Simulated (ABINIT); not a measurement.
**Run report: Si, elastic calculation (part 1 of 2)**

The run: elastic calculation of Si (2 atoms in the cell). Method and program: Kohn-Sham DFT of a periodic cell, LDA, PseudoDojo NC SR LDA v0.4.1 standard, no spin polarisation (ABINIT 10.8.3).

The structure derives from a Materials Project entry.

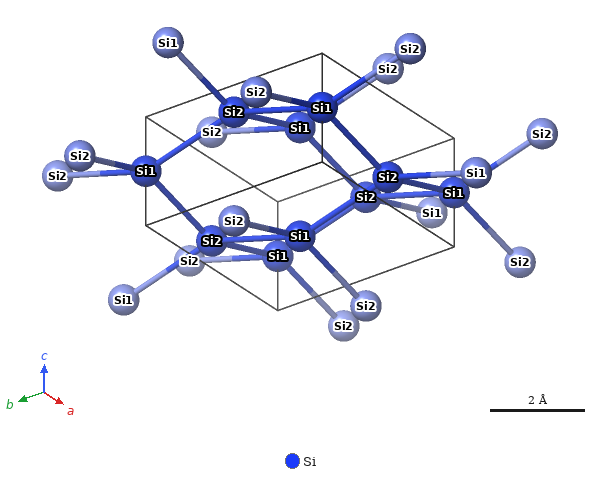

*The structure (ball-and-stick view of the cell 2 times as large as that of the calculation, set on its symmetry axes, seen at an oblique angle; neighbours outside the cell are drawn fainter; atoms are numbered from 1 in the order of the input).*

The input
```
# Datasets
ndtset 2

# Pseudopotentials
pp_dirpath "./"
pseudos "Si.upf"

# Structure
acell 3*1.0 Angstrom
rprim
    -2.3616901000     2.3616901000     1.3307658800
     2.3616901000    -2.3616901000     1.3307658800
     2.3616901000     2.3616901000    -1.3307658800
ntypat 1
znucl 14
natom 2
typat 1 1
chkprim 0
chksymtnons 0
tolsym 1.0e-6
xred
            1/2            1/2            0.0
            1/4            3/4            1/2

# Plane-wave basis
ecut 435.382180 eV
ecutsm 0.5

# k points
ngkpt 8 8 8
nshiftk 1
shiftk 0.0 0.0 0.0

# Exchange and correlation
ixc 7

# Bands and occupations
nband 12
occopt 3
tsmear 0.05 eV

# SCF cycle
nstep 80

# Output
prteig 0
prtebands 0
prtwf 0
prtden 0
prtpot 0

# Dataset 1: ground state
kptopt1 1
tolvrs1 1.0e-15
prtwf1 1
tolwfr1 1.0e-14
nbdbuf1 4
nline1 6

# Dataset 2: response at q = 0 to atomic displacements, strain
rfphon2 1
rfstrs2 3
rfatpol2 1 2
rfdir2 1 1 1
getwfk2 1
kptopt2 2
nqpt2 1
qpt2 0.0 0.0 0.0
tolvrs2 1.0e-8
```

File mrgddb.in
```
merged_DDB
Si
2
runo_DS1_DDB
runo_DS2_DDB
```

File anaddb.abi
```
ddb_filepath "merged_DDB"
output_file "anaddb.abo"
outdata_prefix "ana"
asr 2
chneut 0
dipdip 0
dieflag 0
enunit 0
elaflag 3
instrflag 1
eivec 1
nph1l 1
qph1l 0.0 0.0 0.0 1.0
```

Launched with:
```bash
abinit run.abi > log 2>&1
mrgddb < mrgddb.in > mrgddb.log 2>&1
anaddb anaddb.abi > anaddb.log 2>&1
```

What the program printed
```
.Version 10.8.3 of ABINIT
 DATASET    1 : space group I4_1/a m d (#141); Bravais tI (body-center tetrag.)
================================================================================
 Values of the parameters that define the memory need for DATASET  1.
     intxc =       0    ionmov =       0      iscf =       7    lmnmax =       6
     lnmax =       6     mgfft =      27  mpssoang =       3    mqgrid =    3001
     natom =       2  nloc_mem =       1    nspden =       1   nspinor =       1
    nsppol =       1      nsym =      16    n1xccc =    2501    ntypat =       1
    occopt =       3   xclevel =       1
       mpw =         628          nfft =       19683          nkpt =          59
================================================================================
================================================================================

 DATASET    2 : space group I4_1/a m d (#141); Bravais tI (body-center tetrag.)
================================================================================
 Values of the parameters that define the memory need for DATASET  2 (RF).
     intxc =       0      iscf =       7    lmnmax =       6     lnmax =       6
     mgfft =      27  mpssoang =       3    mqgrid =    3001     natom =       2
  nloc_mem =       1    nspden =       1   nspinor =       1    nsppol =       1
      nsym =      16    n1xccc =    2501    ntypat =       1    occopt =       3
   xclevel =       1
      nfft =       19683          nkpt =         260
================================================================================
================================================================================

--------------------------------------------------------------------------------
------------- Echo of variables that govern the present computation ------------
--------------------------------------------------------------------------------
 -outvars: echo values of preprocessed input variables --------
            acell      1.8897261259E+00  1.8897261259E+00  1.8897261259E+00 Bohr
              amu      2.80855000E+01
          chkprim           0
      chksymtnons           0
             ecut      1.60000000E+01 Hartree
           ecutsm      5.00000000E-01 Hartree
           getwfk1          0
           getwfk2          1
                       outvar_i_n : Printing only first  50 k-points.
              ixc           7
           jdtset        1    2
                       outvar_i_n : Printing only first  50 k-points.
           kptopt1          1
           kptopt2          2
         kptrlatt        8    0    0      0    8    0      0    0    8
          kptrlen      4.02365288E+01
            natom           2
            nband1         12
            nband2         12
           nbdbuf1          4
           nbdbuf2          2
           ndtset           2
            ngfft          27      27      27
             nkpt1         59
             nkpt2        260
            nline1          6
            nline2          4
             nqpt1          0
             nqpt2          1
            nstep          80
             nsym          16
           ntypat           1
                       prtocc : prtvol=0, do not print more k-points.
                       prtocc : prtvol=0, do not print more k-points.
           occopt           3
        optdriver1          0
        optdriver2          1
           prtden           0
        prtebands           0
           prteig           0
            prtwf1          1
            prtwf2          0
           rfphon1          0
           rfphon2          1
           rfstrs1          0
           rfstrs2          3
            rprim     -2.3616901000E+00  2.3616901000E+00  1.3307658800E+00
                       2.3616901000E+00 -2.3616901000E+00  1.3307658800E+00
                       2.3616901000E+00  2.3616901000E+00 -1.3307658800E+00
          spgroup         141
           tolsym      1.00000000E-06
           tolvrs1     1.00000000E-15
           tolvrs2     1.00000000E-08
           tolwfr1     1.00000000E-14
           tolwfr2     0.00000000E+00
           tsmear      1.83746611E-03 Hartree
            typat      1  1
                       outvars : Printing only first  50 k-points.
           xangst      1.5735792496E-17  1.5735792496E-17  1.3307658800E+00
                       2.3616901000E+00  1.0390175300E-16  6.6538294000E-01
            xcart      2.9736338191E-17  2.9736338191E-17  2.5147830509E+00
                       4.4629474833E+00  1.9634585717E-16  1.2573915255E+00
             xred      5.0000000000E-01  5.0000000000E-01  6.6629370618E-18
                       2.5000000000E-01  7.5000000000E-01  5.0000000000E-01
            znucl       14.00000

================================================================================

 chkinp: Checking input parameters for consistency, jdtset=   1.

 chkinp: Checking input parameters for consistency, jdtset=   2.

================================================================================
== DATASET  1 ==================================================================

--- !DatasetInfo
iteration_state: {dtset: 1, }
dimensions: {natom: 2, nkpt: 59, mband: 12, nsppol: 1, nspinor: 1, nspden: 1, mpw: 628, }
cutoff_energies: {ecut:  16.0, pawecutdg:  -1.0, }
electrons: {nelect:   8.00000000E+00, charge:   0.00000000E+00, occopt:   3.00000000E+00, tsmear:   1.83746611E-03, }
meta: {optdriver: 0, ionmov: 0, optcell: 0, iscf: 7, paral_kgb: 0, }
...

 Exchange-correlation functional for the present dataset will be:
  LDA: Perdew-Wang 92 LSD fit to Ceperley-Alder data - ixc=7
  J.P.Perdew and Y.Wang, PRB 45, 13244 (1992)

 Real(R)+Recip(G) space primitive vectors, cartesian coordinates (Bohr,Bohr^-1):
 R(1)= -4.4629475  4.4629475  2.5147831  G(1)=  0.0000000  0.1120336  0.1988243
 R(2)=  4.4629475 -4.4629475  2.5147831  G(2)=  0.1120336  0.0000000  0.1988243
 R(3)=  4.4629475  4.4629475 -2.5147831  G(3)=  0.1120336  0.1120336  0.0000000
 Unit cell volume ucvol=  2.0035679E+02 bohr^3
 Angles (23,13,12)=  9.78745653E+01  9.78745653E+01  1.36551295E+02 degrees

 getcut: wavevector=  0.0000  0.0000  0.0000  ngfft=  27  27  27
         ecut(hartree)=     16.000   => boxcut(ratio)=   2.12783

--- Pseudopotential description ------------------------------------------------
- pspini: atom type   1  psp file is ./Si.upf
  14.00000   4.00000  180309                  znucl, zion, pspdat
12 -1012 2 -1 1510                            pspcod,pspxc,lmax,lloc,mmax
     nproj     2     2     2

   1.06720633E+02                                ecore*ucvol(ha*bohr**3)
--------------------------------------------------------------------------------

================================================================================

--- !BeginCycle
iteration_state: {dtset: 1, }
solver: {iscf: 7, nstep: 80, nline: 6, wfoptalg: 0, }
tolerances: {tolwfr: 1.00E-14, tolvrs: 1.00E-15, }
...

     iter   Etot(hartree)      deltaE(h)  residm     vres2
 ETOT  1  -8.5058290642396    -8.506E+00 5.276E-03 5.599E-01
 ETOT  2  -8.5095494681953    -3.720E-03 4.893E-08 1.392E-02
 ETOT  3  -8.5095519656531    -2.497E-06 9.371E-08 1.045E-04
 ETOT  4  -8.5095519920297    -2.638E-08 1.485E-09 6.094E-07
 ETOT  5  -8.5095519921474    -1.176E-10 7.595E-12 2.016E-09
 ETOT  6  -8.5095519921477    -3.642E-13 1.903E-14 3.803E-12
 ETOT  7  -8.5095519921477     3.375E-14 9.699E-15 2.501E-14
 ETOT  8  -8.5095519921477     5.329E-15 9.659E-15 1.868E-16

 At SCF step    8  max residual=  9.66E-15 < tolwfr=  1.00E-14 AND vres2   =  1.87E-16 < tolvrs=  1.00E-15 =>converged.

 Cartesian components of stress tensor (hartree/bohr^3)
  sigma(1 1)= -6.39317200E-08  sigma(3 2)=  0.00000000E+00
  sigma(2 2)= -6.39317200E-08  sigma(3 1)=  0.00000000E+00
  sigma(3 3)= -1.22031629E-07  sigma(2 1)=  0.00000000E+00

--- !ResultsGS
iteration_state: {dtset: 1, }
comment   : Summary of ground state results
lattice_vectors:
- [ -4.4629475,   4.4629475,   2.5147831, ]
- [  4.4629475,  -4.4629475,   2.5147831, ]
- [  4.4629475,   4.4629475,  -2.5147831, ]
lattice_lengths: [   6.79411,    6.79411,    6.79411, ]
lattice_angles: [ 97.875,  97.875, 136.551, ] # degrees, (23, 13, 12)
lattice_volume:   2.0035679E+02
convergence: {deltae:  5.329E-15, res2:  1.868E-16, residm:  9.659E-15, diffor: null, }
etotal    :  -8.50955199E+00
entropy   :   0.00000000E+00
fermie    :   2.95760608E-01
cartesian_stress_tensor: # hartree/bohr^3
- [ -6.39317200E-08,   0.00000000E+00,   0.00000000E+00, ]
- [  0.00000000E+00,  -6.39317200E-08,   0.00000000E+00, ]
- [  0.00000000E+00,   0.00000000E+00,  -1.22031629E-07, ]
pressure_GPa:   2.4507E-03
xred      :
- [  5.0000E-01,   5.0000E-01,   6.6629E-18, Si]
- [  2.5000E-01,   7.5000E-01,   5.0000E-01, Si]
cartesian_forces: # hartree/bohr
- [ -0.00000000E+00,  -0.00000000E+00,  -0.00000000E+00, ]
- [ -0.00000000E+00,  -0.00000000E+00,  -0.00000000E+00, ]
force_length_stats: {min:   0.00000000E+00, max:   0.00000000E+00, mean:   0.00000000E+00, }
...

 Integrated electronic density in atomic spheres:
 ------------------------------------------------
 Atom  Sphere_radius  Integrated_density
    1        2.00000          1.75563946
    2        2.00000          1.73983117
================================================================================

 ----iterations are completed or convergence reached----

 Mean square residual over all n,k,spin=   23.480E-16; max=  96.594E-16
 reduced coordinates (array xred) for    2 atoms
       0.500000000000      0.500000000000      0.000000000000
       0.250000000000      0.750000000000      0.500000000000
 rms dE/dt=  0.0000E+00; max dE/dt=  0.0000E+00; dE/dt below (all hartree)
    1       0.000000000000      0.000000000000      0.000000000000
    2       0.000000000000      0.000000000000      0.000000000000

 cartesian coordinates (angstrom) at end:
    1      0.00000000000000     0.00000000000000     1.33076588000000
    2      2.36169010000000     0.00000000000000     0.66538294000000

 cartesian forces (hartree/bohr) at end:
    1     -0.00000000000000    -0.00000000000000    -0.00000000000000
    2     -0.00000000000000    -0.00000000000000    -0.00000000000000
 frms,max,avg= 0.0000000E+00 0.0000000E+00   0.000E+00  0.000E+00  0.000E+00 h/b

 cartesian forces (eV/Angstrom) at end:
    1     -0.00000000000000    -0.00000000000000    -0.00000000000000
    2     -0.00000000000000    -0.00000000000000    -0.00000000000000
 frms,max,avg= 0.0000000E+00 0.0000000E+00   0.000E+00  0.000E+00  0.000E+00 e/A
 length scales=  1.889726125908  1.889726125908  1.889726125908 bohr
              =  1.000000000000  1.000000000000  1.000000000000 angstroms
 Fermi (or HOMO) energy (hartree) =   0.29576   Average Vxc (hartree)=  -0.40000
 Eigenvalues (hartree) for nkpt=  59  k points:
 kpt#   1, nband= 12, wtk=  0.00195, kpt=  0.0000  0.0000  0.0000 (reduced coord)
  -0.21742    0.20569    0.20569    0.23211    0.35302    0.56959    0.62306    0.62926
   0.62926    0.67329    0.68633    0.77336
      occupation numbers for kpt#   1
   2.00000    2.00000    2.00000    2.00000    0.00000    0.00000    0.00000    0.00000
   0.00000    0.00000    0.00000    0.00000
 prteigrs : prtvol=0 or 1, do not print more k-points.

--- !EnergyTerms
iteration_state     : {dtset: 1, }
comment             : Components of total free energy in Hartree
kinetic             :  3.17026484085496E+00
hartree             :  8.81703102389725E-02
xc                  : -3.15656607671803E+00
Ewald energy        : -9.84458606890851E+00
psp_core            :  5.32652935572849E-01
local_psp           : -5.94167411034636E-01
non_local_psp       :  1.29502965972601E+00
internal            : -8.50920181026839E+00
'-kT*entropy'       : -3.50181879299288E-04
total_energy        : -8.50955199214769E+00
total_energy_eV     : -2.31556706038588E+02
band_energy         :  7.34591865485035E-01
...

 Cartesian components of stress tensor (hartree/bohr^3)
  sigma(1 1)= -6.39317200E-08  sigma(3 2)=  0.00000000E+00
  sigma(2 2)= -6.39317200E-08  sigma(3 1)=  0.00000000E+00
  sigma(3 3)= -1.22031629E-07  sigma(2 1)=  0.00000000E+00

-Cartesian components of stress tensor (GPa)         [Pressure=  2.4507E-03 GPa]
- sigma(1 1)= -1.88093614E-03  sigma(3 2)=  0.00000000E+00
- sigma(2 2)= -1.88093614E-03  sigma(3 1)=  0.00000000E+00
- sigma(3 3)= -3.59029449E-03  sigma(2 1)=  0.00000000E+00

================================================================================
== DATASET  2 ==================================================================

--- !DatasetInfo
iteration_state: {dtset: 2, }
dimensions: {natom: 2, nkpt: 260, mband: 12, nsppol: 1, nspinor: 1, nspden: 1, mpw: 628, }
cutoff_energies: {ecut:  16.0, pawecutdg:  -1.0, }
electrons: {nelect:   8.00000000E+00, charge:   0.00000000E+00, occopt:   3.00000000E+00, tsmear:   1.83746611E-03, }
meta: {optdriver: 1, rfphon: 1, rfstrs: 3, }
...

 mkfilename : getwfk/=0, take file _WFK from output of DATASET   1.

 Exchange-correlation functional for the present dataset will be:
  LDA: Perdew-Wang 92 LSD fit to Ceperley-Alder data - ixc=7
  J.P.Perdew and Y.Wang, PRB 45, 13244 (1992)

 Real(R)+Recip(G) space primitive vectors, cartesian coordinates (Bohr,Bohr^-1):
 R(1)= -4.4629475  4.4629475  2.5147831  G(1)=  0.0000000  0.1120336  0.1988243
 R(2)=  4.4629475 -4.4629475  2.5147831  G(2)=  0.1120336  0.0000000  0.1988243
 R(3)=  4.4629475  4.4629475 -2.5147831  G(3)=  0.1120336  0.1120336  0.0000000
 Unit cell volume ucvol=  2.0035679E+02 bohr^3
 Angles (23,13,12)=  9.78745653E+01  9.78745653E+01  1.36551295E+02 degrees
 setup1 : take into account q-point for computing boxcut.

 getcut: wavevector=  0.0000  0.0000  0.0000  ngfft=  27  27  27
         ecut(hartree)=     16.000   => boxcut(ratio)=   2.12783
--------------------------------------------------------------------------------
```
